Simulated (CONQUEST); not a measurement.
## Energy of Be2C along an even scaling of the cell

System: Be2C (6 atoms in the cell).
Method: Kohn-Sham DFT of a periodic cell, PBEsol, PseudoDojo NC PBEsol, no spin polarisation (CONQUEST 1.3).

The 7 runs differ only in the geometry, by an even scaling of the cell at fixed fractional positions. The structure derives from an entry of the Crystallography Open Database.

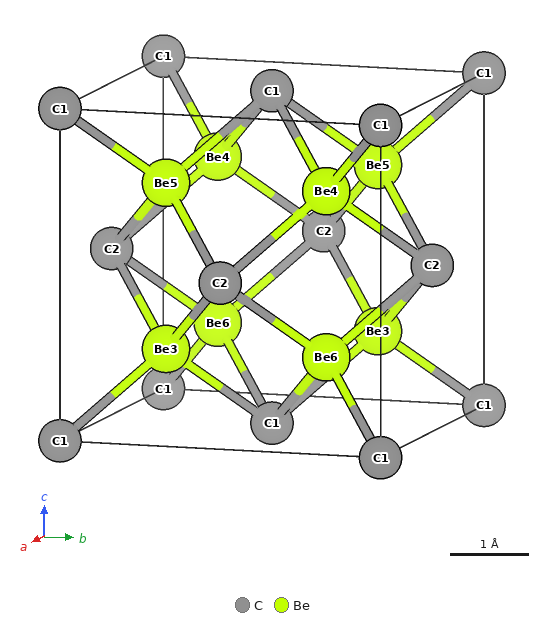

Figure 1. The structure of run 4 (ball-and-stick view of the cell 2 times as large as that of the calculation, set on its symmetry axes, seen slightly off an axis; atoms are numbered from 1 in the order of the input). An atom can appear more than once, as a periodic image.

## Input of run 4
```
IO.Title Be2C
IO.Coordinates coords.dat
IO.FractionalAtomicCoords T
IO.Iprint 2
IO.Iprint_init 1
General.NumberOfSpecies 2
General.PseudopotentialType hamann
AtomMove.TypeOfRun static
AtomMove.FullStress T
Grid.PointsAlongX 32
Grid.PointsAlongY 32
Grid.PointsAlongZ 48
DM.SolutionMethod diagon
Diag.MPMesh T
Diag.GammaCentred T
Diag.MPMeshX 9
Diag.MPMeshY 9
Diag.MPMeshZ 6
Diag.kT 0.00183747
minE.SCTolerance 1e-6
SC.MaxIters 100
IO.AtomChargeOutput T
%block ChemicalSpeciesLabel
1 12.010 C
2 9.010 Be
%endblock
```

Command:
```bash
OMP_NUM_THREADS=1 Conquest
```

Lattice vectors (Å) and fractional positions of run 4:
```
   3.061772    0.000000    0.000000
   0.000000    3.061772    0.000000
   0.000000    0.000000    4.330000
C   0.000000  0.000000  0.000000
C   0.500000  0.500000  0.500000
Be  0.000000  0.500000  0.250000
Be  0.500000  0.000000  0.750000
Be  0.000000  0.500000  0.750000
Be  0.500000  0.000000  0.250000
```

Run 2 has the same physical settings and fractional positions; its lattice vectors (Å) are:
```
   3.020392    0.000000    0.000000
   0.000000    3.020392    0.000000
   0.000000    0.000000    4.271479
```

## Results, with one run withheld

| run | volume per atom (Å³) | free energy per atom, from the lowest run given (meV) | pressure (GPa) | gap on the mesh (eV) |
| --- | --- | --- | --- | --- |
| 1 | 6.359 | 21.20 | 15.46 | 1.23 |
| 2 | 6.495 | ? | ? | ? |
| 3 | 6.630 | 2.83 | 5.72 | 1.20 |
| 4 | 6.765 | 0.00 | 0.95 | 1.18 |
| 5 | 6.901 | 0.99 | −3.12 | 1.17 |
| 6 | 7.036 | 5.33 | −6.84 | 1.15 |
| 7 | 7.171 | 12.18 | −9.68 | 1.13 |

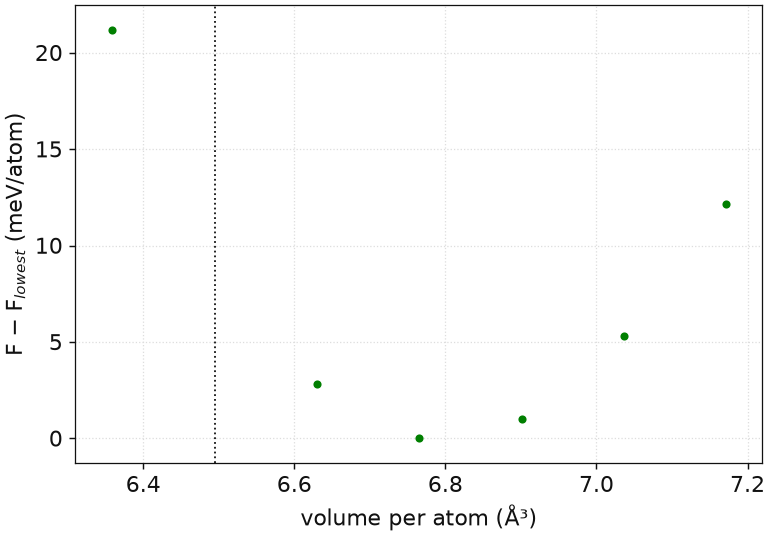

Figure 2. Free energy per atom of the runs given; the dotted line marks run 2.

Fit the runs given and predict run 2.

A cubic polynomial in V^(−2/3) (the Birch–Murnaghan form), fitted to the 6 runs given, misses them by at most 0.11 meV per atom. With x = V^(−2/3) − 0.27857 Å⁻², it reads F = −0.01053 − 46.558 x + 1.2951e+05 x² + 3.2575e+05 x³ (meV per atom). At run 2 it gives 9.59 meV per atom, and the run itself gives 10.03. The slope of the fit gives a pressure −dF/dV of 10.77 GPa there, and the run prints 11.22 GPa. The two needn't agree exactly: the fit is approximate, and the printed stress is taken on a finite basis. The fit has its minimum at 6.795 Å³ per atom, where V d²F/dV² gives 211 GPa: the bulk modulus at this level, since symmetry fixes the shape and the positions. The gap on the mesh goes, without turning, from 1.23 eV in run 1 to 1.13 eV in run 7; run 2 has 1.21 eV. These are gaps of this functional on this mesh, which can miss the band edges; they aren't the measured gap.

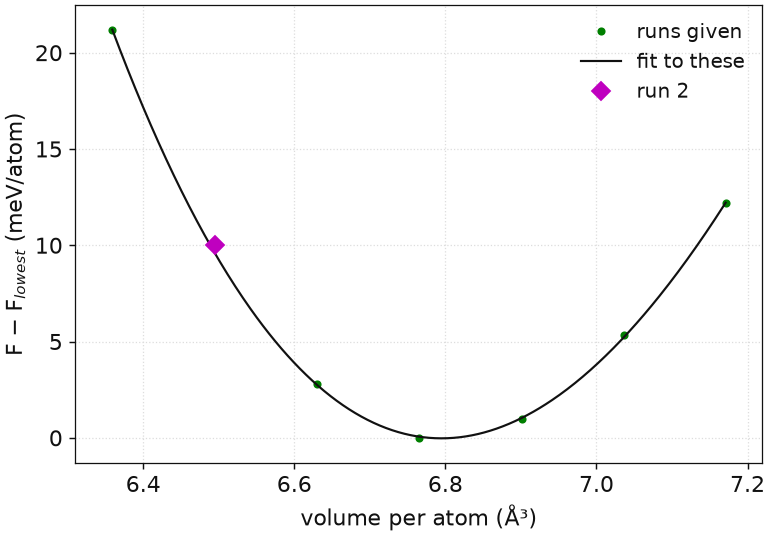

Figure 3. The fit and the withheld run.

## Some lines of the output (run 2)
```
[...]
      Using Fermi-Dirac smearing
          Free Energy (E-TS)               :       -67.613321445462418 Ha
          DFT Total Energy                 :       -67.447173453393177 Ha
          Free Energy (E-TS)               :       -67.544053685793102 Ha
          DFT Total Energy                 :       -67.537221155813626 Ha
          DFT Total Energy                 :       -67.540567508070993 Ha
          DFT Total Energy                 :       -67.540575598010548 Ha
          DFT Total Energy                 :       -67.540576279806857 Ha
          DFT Total Energy                 :       -67.540576338573487 Ha
      |* DFT total energy        =       -67.540576338573487 Ha
    force: Average pressure:     11.22090922 GPa
```

Notes: With a small basis of atomic orbitals these values can differ much from converged plane-wave results.
